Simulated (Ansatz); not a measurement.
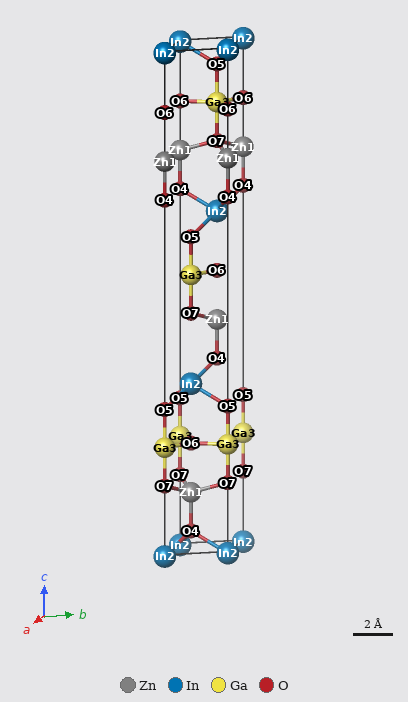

Figure 1. The structure as given in the input (ball-and-stick view of the cell 3 times as large as that of the calculation, set on its symmetry axes, seen slightly off an axis; atoms are numbered from 1 in the order of the input). An atom can appear more than once, as a periodic image.

**Geometry relaxation of ZnInGaO₄ (part 1 of 2)**

The run: geometry relaxation of ZnInGaO₄ (R3m, 7 atoms in the cell). Method and program: DFT PBEsol, scalar-relativistic, plane waves, PAW, no spin polarisation (Ansatz 0.2.0).

The structure derives from a Materials Project entry. It belongs to a series of runs on one base structure; here: volume × 1.10, shape and atoms relaxed. Figures and captions count atoms from 1; the log counts them from 0 in places.

## What the program printed
```
basis.fft_grid_basis auto: the FFT boxes are laid along the combinations [[1, 0, -1], [0, 1, -1], [0, 0, 1]] of the cell's own vectors, 3.421, 3.421 and 9.084 Å long. The dense box has 24×24×64 points. Along the cell's own vectors, as sized, it would have 64×64×64, 7.11 times as many. Of the 6 symmetry operations that the crystal satisfies within crystal.symmetry.tolerance (time reversal apart; of a slab, those that keep its plane) the dense box along the cell's own vectors carries 6, and the one as laid loses 4 of those. basis.fft_grid_basis: typed keeps the cell's own vectors: state it where this run's energies or levels are differenced outside the engine with another run's, or held beside a run that keeps those vectors.
Engine: ansatz 0.2.0, aarch64-unknown-linux-gnu
Pseudopotentials: kind: paw
Pseudopotential: Zn, paw, valence charge 12, recommended cutoff 420 eV (normal), Zn.paw.azcp
Pseudopotential: In, paw, valence charge 13, recommended cutoff 420 eV (normal), In.paw.azcp
Pseudopotential: Ga, paw, valence charge 13, recommended cutoff 420 eV (normal), Ga.paw.azcp
Pseudopotential: O, paw, valence charge 6, recommended cutoff 420 eV (normal), O.paw.azcp
Functional definition: PBEsol
  exchange = pbesol_x
  correlation = pbesol_c
Crystal: 7 atoms, lattice volume = 89.847 Å³
Basis set: ecut = 420 eV, 1739 PW (Γ), FFT grids on a1−a3, a2−a3, a3, exchange–correlation on 48×48×128 points (8 copies of the dense FFT grid, shifted against one another)
Bands: 38, of which v1, the nominal top of the filled ones, is band 31 counted from 1 (30 counted from 0)
Symmetry: 6 space group operations
Space group: R3m (ITA 160), of the structure as read, at distance tolerance 4.5e-5 Å
k-points: 189 of 1728 (time reversal used)
Non-local potential: Zn, projectors of the file, l = 0: 2, l = 1: 2, l = 2: 3, l = 3: 1
Non-local potential: In, projectors of the file, l = 0: 2, l = 1: 2, l = 2: 2, l = 3: 2
Non-local potential: Ga, projectors of the file, l = 0: 2, l = 1: 2, l = 2: 3, l = 3: 1
Non-local potential: O, projectors of the file, l = 0: 2, l = 1: 2, l = 2: 1
PAW form: soft (Blöchl's): semilocal exchange-correlation on the pseudo side does not see the compensation charge
PAW frozen core: Zn, regenerated for the run's functional, and the local potential with it (the file was generated under x = pbe(κ = 0.804, μ = 0.2195149727645171), c = pbe(β = 0.06672455060314922))
PAW frozen core: In, regenerated for the run's functional, and the local potential with it (the file was generated under x = pbe(κ = 0.804, μ = 0.2195149727645171), c = pbe(β = 0.06672455060314922))
PAW frozen core: Ga, regenerated for the run's functional, and the local potential with it (the file was generated under x = pbe(κ = 0.804, μ = 0.2195149727645171), c = pbe(β = 0.06672455060314922))
PAW frozen core: O, regenerated for the run's functional, and the local potential with it (the file was generated under x = pbe(κ = 0.804, μ = 0.2195149727645171), c = pbe(β = 0.06672455060314922))
PAW one-centre angular grid: Zn, 590 points (default); XC on 64 Gauss nodes
PAW one-centre angular grid: In, 590 points (default); XC on 64 Gauss nodes
PAW one-centre angular grid: Ga, 590 points (default); XC on 64 Gauss nodes
PAW one-centre angular grid: O, 110 points (default); XC on 64 Gauss nodes
Initial density: superposition of atomic densities (neutral atoms: chi_scale 0, normalization atom), corrected by the library's trained network
Initial wavefunctions: pseudopotential atomic-orbital guess
Functional: x = pbesol(κ = 0.804, μ = 0.12345679012345678), c = pbesol(β = 0.046)
SCF iter   1: F=—  HF=-14794.267370 eV  |F-HF|=—  |Δ(HF+E_count)|=         —  Δρ=1.66e-2  dr2=2.12e-1  ethr=1.77e-3  ⟨swp⟩=6.1  Hψ=27726  notcnv=0  defer=1
preconditioner: auto → Resta (q_TF=auto, 2.565 Å⁻¹)  ε∞=5.3  [insulator: Δε(μ)=0.719 eV  Ē_g=14.844 eV  σ=0.020 eV  W_gap=1.00  n_scr=30 (ndim 8)  ℏωp=30.8 eV  f_vac=0.059  D(μ)=0.00/eV (n_scr^D=0)  ε∞_Penn≈5.3]
SCF iter   2: F=—  HF=-14794.212286 eV  |F-HF|=—  |Δ(HF+E_count)|=   5.51e-2  Δρ=2.96e-3  dr2=5.55e-3  ethr=3.42e-4  ⟨swp⟩=2.2  Hψ=12256  notcnv=0  defer=335
SCF iter   3: F=—  HF=-14794.211483 eV  |F-HF|=—  |Δ(HF+E_count)|=   8.03e-4  Δρ=1.23e-3  dr2=1.84e-3  ethr=8.95e-6  ⟨swp⟩=2.5  Hψ=11862  notcnv=0  defer=335
SCF iter   4: F=—  HF=-14794.211393 eV  |F-HF|=—  |Δ(HF+E_count)|=   8.93e-5  Δρ=8.20e-4  dr2=5.71e-4  ethr=2.97e-6  ⟨swp⟩=2.8  Hψ=13291  notcnv=0  defer=335
SCF iter   5: F=—  HF=-14794.211275 eV  |F-HF|=—  |Δ(HF+E_count)|=   1.18e-4  Δρ=1.71e-4  dr2=4.53e-5  ethr=9.22e-7  ⟨swp⟩=2.0  Hψ=12330  notcnv=0  defer=335
SCF iter   6: F=—  HF=-14794.211286 eV  |F-HF|=—  |Δ(HF+E_count)|=   1.04e-5  Δρ=9.02e-5  dr2=8.16e-6  ethr=7.31e-8  ⟨swp⟩=2.0  Hψ=11956  notcnv=0  defer=335
SCF iter   7: F=—  HF=-14794.211288 eV  |F-HF|=—  |Δ(HF+E_count)|=   2.55e-6  Δρ=4.70e-5  dr2=1.77e-6  ethr=1.32e-8  ⟨swp⟩=2.0  Hψ=11957  notcnv=0  defer=335
SCF iter   8: F=—  HF=-14794.211289 eV  |F-HF|=—  |Δ(HF+E_count)|=   7.14e-7  Δρ=1.17e-5  dr2=1.20e-7  ethr=2.86e-9  ⟨swp⟩=2.0  Hψ=11952  notcnv=0  defer=335
SCF iter   9: F=-14794.211289 eV  HF=-14794.211289 eV  |F-HF|=2.23e-8  |Δ(HF+E_count)|=   1.28e-7  Δρ=7.17e-6  dr2=3.65e-8  ethr=1.61e-10  ⟨swp⟩=8.9  Hψ=28982  notcnv=0
SCF 1 converged in 9 iterations: F = -14794.211289 eV  dr2 = 3.65e-8
  greatest PAW one-centre occupation: 0.997 electrons in one spin orbital (limit 2), on the Ga atom at site 2 (counted from 0), in its partial waves of l = 2
relax step   1: F+E_penalty+E_count = -14794.21128917 eV  Δ(F+E_penalty+E_count) = +0.000e0 eV  max|allowed force component| = 9.536e-2 eV/Å  Δτ_max = 0.0000 Å  P = -13.211 GPa  Ω = 89.847 Å³  fix = [volume]  reactions: volume -13.211 GPa  (9 SCF iters, dr2 threshold 1.00e-7 eV, accepted)
Initial density: handed on by an earlier stage of this run
Initial wavefunctions: those handed on with the density
iter 1 solved again at ethr=2.23e-7 eV; its pass at ethr=3.10e-3 eV (dr2=1.38e-4 eV) is discarded
SCF iter   1: F=—  HF=-14794.211952 eV  |F-HF|=—  |Δ(HF+E_count)|=         —  Δρ=6.36e-4  dr2=1.46e-4  ethr=2.23e-7  ⟨swp⟩=2.5  Hψ=28854  notcnv=0
preconditioner: auto → Resta (q_TF=auto, 2.565 Å⁻¹)  ε∞=5.3  [insulator: Δε(μ)=0.807 eV  Ē_g=14.878 eV  σ=0.020 eV  W_gap=1.00  n_scr=30 (ndim 8)  ℏωp=30.8 eV  f_vac=0.053  D(μ)=0.00/eV (n_scr^D=0)  ε∞_Penn≈5.3]
SCF iter   2: F=—  HF=-14794.211912 eV  |F-HF|=—  |Δ(HF+E_count)|=   4.00e-5  Δρ=2.96e-4  dr2=2.71e-5  ethr=2.23e-7  ⟨swp⟩=2.0  Hψ=8353  notcnv=0
SCF iter   3: F=—  HF=-14794.211908 eV  |F-HF|=—  |Δ(HF+E_count)|=   4.13e-6  Δρ=8.89e-5  dr2=5.06e-6  ethr=4.38e-8  ⟨swp⟩=3.0  Hψ=14685  notcnv=0
SCF iter   4: F=—  HF=-14794.211907 eV  |F-HF|=—  |Δ(HF+E_count)|=   3.66e-7  Δρ=2.49e-5  dr2=9.49e-7  ethr=8.15e-9  ⟨swp⟩=2.0  Hψ=12122  notcnv=0
SCF iter   5: F=-14794.211907 eV  HF=-14794.211907 eV  |F-HF|=1.36e-7  |Δ(HF+E_count)|=   4.36e-8  Δρ=1.67e-5  dr2=2.27e-7  ethr=9.17e-10  ⟨swp⟩=5.0  Hψ=27147  notcnv=0
SCF 2 converged in 5 iterations: F = -14794.211907 eV  dr2 = 2.27e-7
relax step   2: F+E_penalty+E_count = -14794.21190724 eV  Δ(F+E_penalty+E_count) = -6.181e-4 eV  max|allowed force component| = 4.170e-2 eV/Å  Δτ_max = 0.0051 Å  P = -13.162 GPa  Ω = 89.847 Å³  energy of the carried Pulay correction = -1.883e-16 eV  fix = [volume]  reactions: volume -13.162 GPa  (5 SCF iters, dr2 threshold 5.68e-7 eV, accepted)
iter 1 solved again at ethr=1.52e-7 eV; its pass at ethr=3.10e-3 eV (dr2=9.43e-5 eV) is discarded
SCF iter   1: F=—  HF=-14794.212146 eV  |F-HF|=—  |Δ(HF+E_count)|=         —  Δρ=4.10e-4  dr2=9.94e-5  ethr=1.52e-7  ⟨swp⟩=2.2  Hψ=31384  notcnv=0
preconditioner: auto → Resta (q_TF=auto, 2.565 Å⁻¹)  ε∞=5.3  [insulator: Δε(μ)=0.820 eV  Ē_g=14.879 eV  σ=0.020 eV  W_gap=1.00  n_scr=30 (ndim 8)  ℏωp=30.8 eV  f_vac=0.053  D(μ)=0.00/eV (n_scr^D=0)  ε∞_Penn≈5.3]
SCF iter   2: F=—  HF=-14794.212118 eV  |F-HF|=—  |Δ(HF+E_count)|=   2.75e-5  Δρ=1.83e-4  dr2=1.82e-5  ethr=1.52e-7  ⟨swp⟩=2.4  Hψ=11376  notcnv=0
SCF iter   3: F=—  HF=-14794.212114 eV  |F-HF|=—  |Δ(HF+E_count)|=   3.74e-6  Δρ=7.83e-5  dr2=5.02e-6  ethr=2.93e-8  ⟨swp⟩=2.0  Hψ=10977  notcnv=0
SCF iter   4: F=—  HF=-14794.212114 eV  |F-HF|=—  |Δ(HF+E_count)|=   5.89e-7  Δρ=1.97e-5  dr2=6.84e-7  ethr=8.10e-9  ⟨swp⟩=2.0  Hψ=9637  notcnv=0
SCF iter   5: F=—  HF=-14794.212114 eV  |F-HF|=—  |Δ(HF+E_count)|=   6.67e-9  Δρ=1.44e-5  dr2=1.91e-7  ethr=1.10e-9  ⟨swp⟩=2.8  Hψ=12581  notcnv=0
SCF iter   6: F=-14794.212114 eV  HF=-14794.212114 eV  |F-HF|=7.77e-9  |Δ(HF+E_count)|=   3.81e-8  Δρ=4.51e-6  dr2=2.34e-8  ethr=1.75e-10  ⟨swp⟩=4.0  Hψ=24730  notcnv=0
SCF 3 converged in 6 iterations: F = -14794.212114 eV  dr2 = 2.34e-8
relax step   3: F+E_penalty+E_count = -14794.21211378 eV  Δ(F+E_penalty+E_count) = -2.065e-4 eV  max|allowed force component| = 1.517e-2 eV/Å  Δτ_max = 0.0034 Å  P = -13.137 GPa  Ω = 89.847 Å³  energy of the carried Pulay correction = +1.255e-15 eV  fix = [volume]  reactions: volume -13.137 GPa  (6 SCF iters, dr2 threshold 1.09e-7 eV, accepted)
iter 1 solved again at ethr=2.76e-8 eV; its pass at ethr=3.10e-3 eV (dr2=1.71e-5 eV) is discarded
SCF iter   1: F=—  HF=-14794.212146 eV  |F-HF|=—  |Δ(HF+E_count)|=         —  Δρ=1.87e-4  dr2=1.81e-5  ethr=2.76e-8  ⟨swp⟩=2.8  Hψ=31237  notcnv=0
preconditioner: auto → Resta (q_TF=auto, 2.565 Å⁻¹)  ε∞=5.3  [insulator: Δε(μ)=0.828 eV  Ē_g=14.879 eV  σ=0.020 eV  W_gap=1.00  n_scr=30 (ndim 8)  ℏωp=30.8 eV  f_vac=0.053  D(μ)=0.00/eV (n_scr^D=0)  ε∞_Penn≈5.3]
SCF iter   2: F=—  HF=-14794.212138 eV  |F-HF|=—  |Δ(HF+E_count)|=   8.46e-6  Δρ=8.68e-5  dr2=3.71e-6  ethr=2.76e-8  ⟨swp⟩=2.1  Hψ=8517  notcnv=0
SCF iter   3: F=—  HF=-14794.212136 eV  |F-HF|=—  |Δ(HF+E_count)|=   2.05e-6  Δρ=2.87e-5  dr2=6.41e-7  ethr=5.98e-9  ⟨swp⟩=2.0  Hψ=10253  notcnv=0
SCF iter   4: F=—  HF=-14794.212135 eV  |F-HF|=—  |Δ(HF+E_count)|=   9.42e-8  Δρ=6.56e-6  dr2=6.73e-8  ethr=1.03e-9  ⟨swp⟩=2.0  Hψ=11176  notcnv=0
SCF iter   5: F=—  HF=-14794.212135 eV  |F-HF|=—  |Δ(HF+E_count)|=   1.19e-8  Δρ=5.39e-6  dr2=2.69e-8  ethr=2.32e-11  ⟨swp⟩=4.2  Hψ=24723  notcnv=0
SCF iter   6: F=-14794.212135 eV  HF=-14794.212135 eV  |F-HF|=6.48e-10  |Δ(HF+E_count)|=   5.76e-9  Δρ=1.28e-6  dr2=2.94e-9  ethr=2.32e-11  ⟨swp⟩=4.1  Hψ=24538  notcnv=0
SCF 4 converged in 6 iterations: F = -14794.212135 eV  dr2 = 2.94e-9
relax step   4: F+E_penalty+E_count = -14794.21213542 eV  Δ(F+E_penalty+E_count) = -2.164e-5 eV  max|allowed force component| = 4.497e-3 eV/Å  Δτ_max = 0.0014 Å  P = -13.132 GPa  Ω = 89.847 Å³  energy of the carried Pulay correction = +3.766e-16 eV  fix = [volume]  reactions: volume -13.132 GPa  (6 SCF iters, dr2 threshold 1.44e-8 eV, accepted)
Initial wavefunctions: pseudopotential atomic-orbital guess (no wavefunctions were taken with the density)
iter 1 solved again at ethr=6.88e-8 eV; its pass at ethr=3.10e-3 eV (dr2=4.26e-5 eV) is discarded
SCF iter   1: F=—  HF=-14794.212119 eV  |F-HF|=—  |Δ(HF+E_count)|=         —  Δρ=3.07e-6  dr2=4.76e-9  ethr=6.88e-8  ⟨swp⟩=3.0  Hψ=47721  notcnv=0
eigensolver tolerance schedule: the retry pair's looser diagonalisation over-reported the residual by 8960.44 of it (diagonalisation noise at 0.25 of the residual, at the tolerance the schedule requests for it); recorded, not acted on — ethr = c·dr2/N_el stays at c = 1.0e-1
preconditioner: auto → Resta (q_TF=auto, 2.565 Å⁻¹)  ε∞=5.3  [insulator: Δε(μ)=0.829 eV  Ē_g=14.879 eV  σ=0.020 eV  W_gap=1.00  n_scr=30 (ndim 8)  ℏωp=30.8 eV  f_vac=0.053  D(μ)=0.00/eV (n_scr^D=0)  ε∞_Penn≈5.3]
SCF iter   2: F=—  HF=-14794.212115 eV  |F-HF|=—  |Δ(HF+E_count)|=   3.93e-6  Δρ=1.63e-6  dr2=1.68e-9  ethr=7.67e-12  ⟨swp⟩=3.0  Hψ=16530  notcnv=0
SCF iter   3: F=—  HF=-14794.212115 eV  |F-HF|=—  |Δ(HF+E_count)|=  8.00e-10  Δρ=8.54e-7  dr2=7.02e-10  ethr=2.70e-12  ⟨swp⟩=2.6  Hψ=11685  notcnv=0
SCF iter   4: F=-14794.212115 eV  HF=-14794.212115 eV  |F-HF|=2.91e-11  |Δ(HF+E_count)|=  2.11e-10  Δρ=3.26e-7  dr2=1.15e-10  ethr=1.00e-12  ⟨swp⟩=3.0  Hψ=27918  notcnv=0
SCF 5 converged in 4 iterations: F = -14794.212115 eV  dr2 = 1.15e-10
relax step   5: F+E_penalty+E_count = -14794.21211535 eV  Δ(F+E_penalty+E_count) = +2.006e-5 eV  max|allowed force component| = 4.502e-3 eV/Å  Δτ_max = 0.0000 Å  P = -13.132 GPa  Ω = 89.847 Å³  fix = [volume]  reactions: volume -13.132 GPa  stress off target by 3.97e-3 GPa on what of the cell is left free  SCF on the basis re-selected at this cell (its energy is not comparable with the rows above)  (4 SCF iters)
```

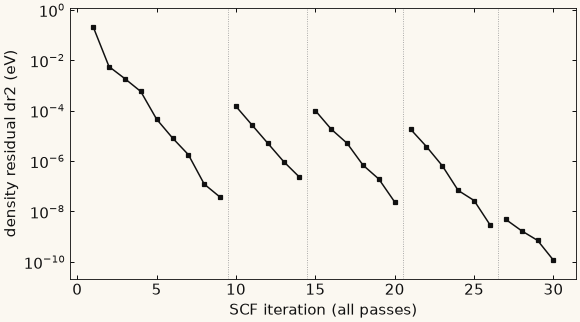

Figure 2. Convergence of the self-consistent field: density residual dr2 against the SCF iteration. The dotted lines part the SCF passes of the relaxation: geometry steps, rejected trials and re-solves on a re-selected basis. The 5 passes take 4 to 9 iterations each, 30 in all.
